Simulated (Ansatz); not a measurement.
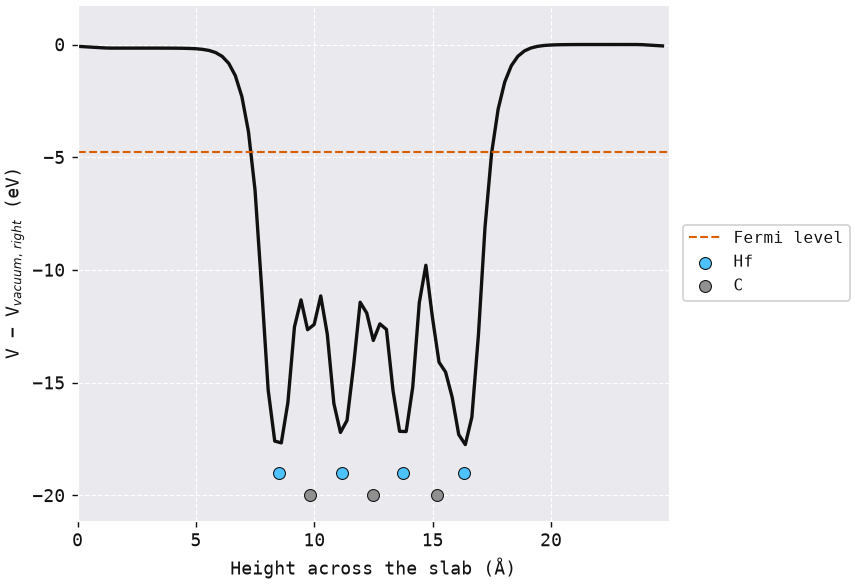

Plane-averaged electrostatic potential energy of an electron across the slab; circles at the bottom mark the heights of the atoms (positions after relaxation). System: a (111) slab cut from HfC (Fm-3m), of composition Hf₄C₃ (not the bulk's), ended by Hf planes, 7 atoms in the cell. Method: DFT PBEsol, scalar-relativistic, plane waves, PAW, no spin polarisation, 9×9×1 k mesh, 420 eV cutoff, Gaussian smearing of 0.1 eV (Ansatz).

The work function is 4.75 eV at the right face and 4.59 eV at the left. The vacuum levels differ by 0.16 eV, so the slab carries a dipole along its normal. Some atoms were held fixed in the relaxation, which can itself make the faces differ. The outermost atoms are 7.8 Å apart, which leaves 17.2 Å of vacuum in a cell 25.0 Å high.

The run may have settled in a state above the lowest, so this need not be the ground state. Spin-orbit coupling is left out, which matters for Hf.
